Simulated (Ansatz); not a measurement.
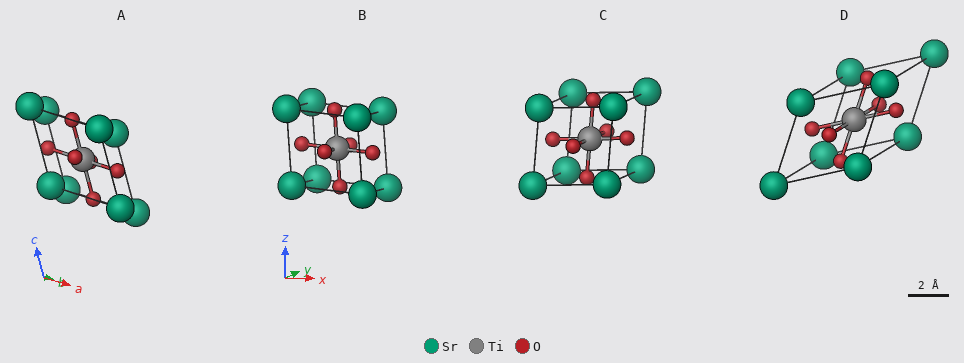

Frames of a one-coordinate scan of crystalline SrTiO3 (Pm-3m). x, y and z are the Cartesian axes of the input. Style: ball-and-stick. Shown: the cell of the calculation, slightly off an axis.

Method: Ansatz 0.2.0, DFT PBE, scalar-relativistic, plane waves, PAW. Set-up: plane-wave cutoff 420 eV; k-point mesh 8 × 8 × 8; occupations gaussian; smearing width 0.05 eV; no spin polarisation. Energies (free energies at the smearing named) are counted from the relaxed crystal.

Question: What is being scanned?

Answer: The ratio of the cell's length along [111] to its lengths across, counted as 1 for the reference, is changed at fixed volume (a trigonal path), with the atoms kept at their fractional coordinates. In the frames the relative ratio is 0.50 (A), 0.85 (B), 1.20 (C), 2.00 (D). Their energies are 2458 meV/atom, 150 meV/atom, 182 meV/atom, 2349 meV/atom.
